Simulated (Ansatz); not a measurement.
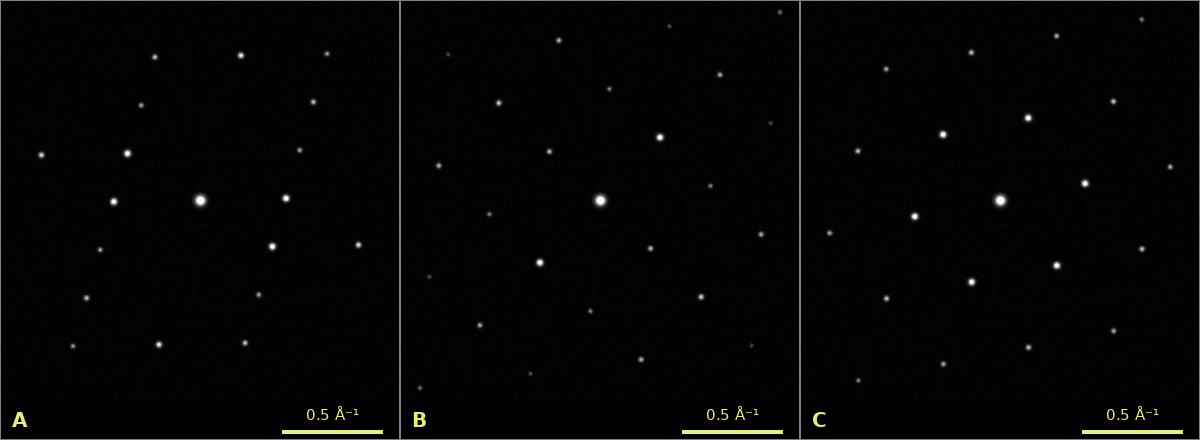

Computed electron diffraction patterns, 120 kV, single scattering only, B = 0.5 Å².

All three come from Al, space group P6/mmm (No. 191), a = 4.61 Å, c = 2.86 Å (hexagonal axes). Structure: the end point of a relaxation with DFT, RPBE, plane waves (420 eV) with PAW, scalar-relativistic in Ansatz 0.2.0; the starting structure was generated, so it need not be a known form of this composition.

Q: Assign the zone axes [001], [101], [210] to A, B and C.

A: A is [101]: centred rectangular net of 0 1 0 (itself too weak to see) at d = 3.99 Å and 1 0 -1 at d = 2.32 Å, at 73.1°. B is [210]: rectangular net of 0 0 1 at d = 2.86 Å and 1 -2 0 at d = 2.31 Å, at 90.0°. C is [001]: hexagonal net of 2 -1 0 at d = 2.31 Å and 1 1 0 at d = 2.31 Å, at 60.0°.
